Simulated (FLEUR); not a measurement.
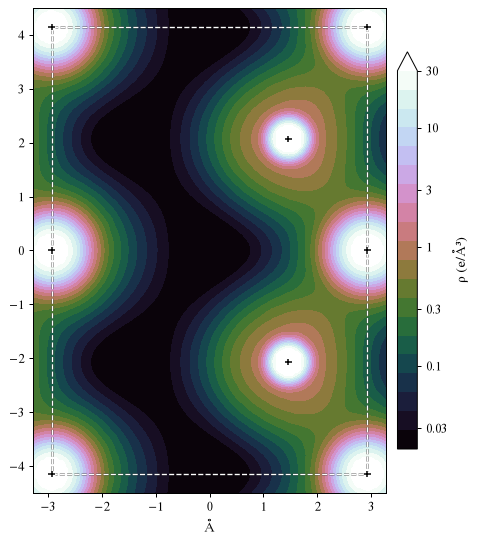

The electron density on a plane through atoms (crosses mark nuclei in the plane).

Theory: FLEUR MaX-R8.1 (patched build s14), Kohn-Sham DFT of a periodic cell, PBE, all-electron.

Candidates:
A. Au, a = 4.07 Å, b = 4.07 Å, c = 4.07 Å, α = 90.00°, β = 90.00°, γ = 90.00°. Space group Fm-3m.
B. CoO, a = 3.02 Å, b = 3.02 Å, c = 4.21 Å, α = 90.00°, β = 90.00°, γ = 90.00°. Space group I4/mmm; spin-polarised.
C. InP, a = 5.86 Å, b = 5.86 Å, c = 5.86 Å, α = 90.00°, β = 90.00°, γ = 90.00°. Space group F-43m.

Question: Which system is this?

Answer: Candidate C: InP on the (110) plane of the conventional cell, which holds In and P. In–P (2.54 Å): the density is about 0.46 e/Å³ at the midpoint.
